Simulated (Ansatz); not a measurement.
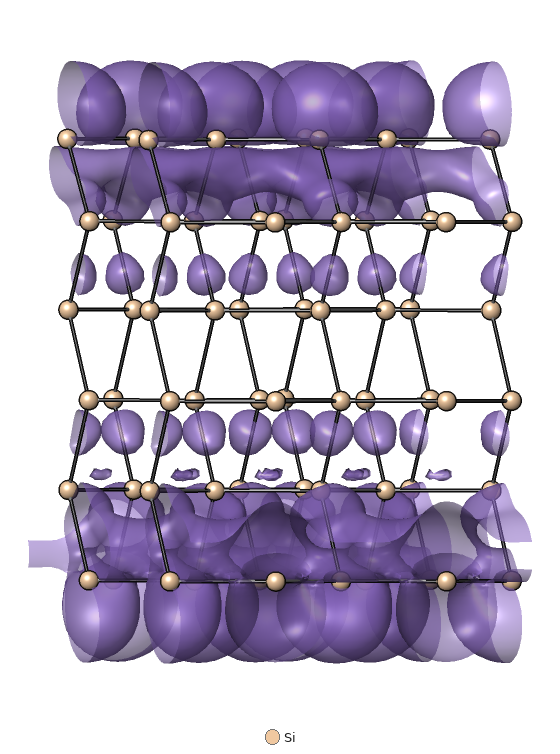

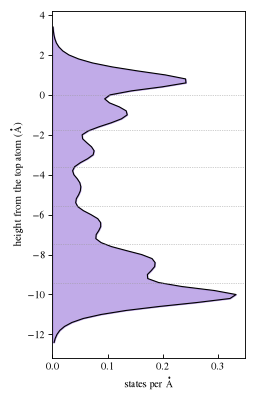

Density of all states between 0.00 and +0.25 eV (zero: the Fermi level) of Si(110) (Fd-3m bulk, 6 atomic planes (those closer than 0.6 Å count as one), 9 Å): purple isosurface at 9.8 × 10⁻³ e/Å³, seen from the side, and the full density summed over planes, the part near the nuclei included (dotted lines mark the atomic planes).

The first picture shows the smooth PAW orbitals' density alone; the shares below count all of it.

All numbers here come from Ansatz, DFT PBEsol, scalar-relativistic, plane waves, PAW. Cutoff 420 eV, 22 × 16 k-points, Gaussian smearing 0.1 eV, dipole correction. The slab is a cut without reconstruction beyond its cell, at the source's lattice constants, with its lower half held fixed and the rest relaxed. Real surfaces of this element reconstruct in larger cells, which this cell doesn't allow. No spin polarisation. The run warns that the functional's potential is rough in the thin density of the vacuum, where the tip is; weak contrasts and barriers may feel it.

Question: How is this energy window spread over the atomic planes?

Answer: The window holds 1.6 states per cell. Shares by plane (space cut midway between planes), top to bottom: Si (2 atoms) 26 %, Si (2 atoms) 9 %, Si (2 atoms) 6 %, Si (2 atoms) 7 %, Si (2 atoms) 14 %, Si (2 atoms) 38 %; the outer planes' shares include the vacuum, and density in a gap between layers is shared out between the planes on either side.
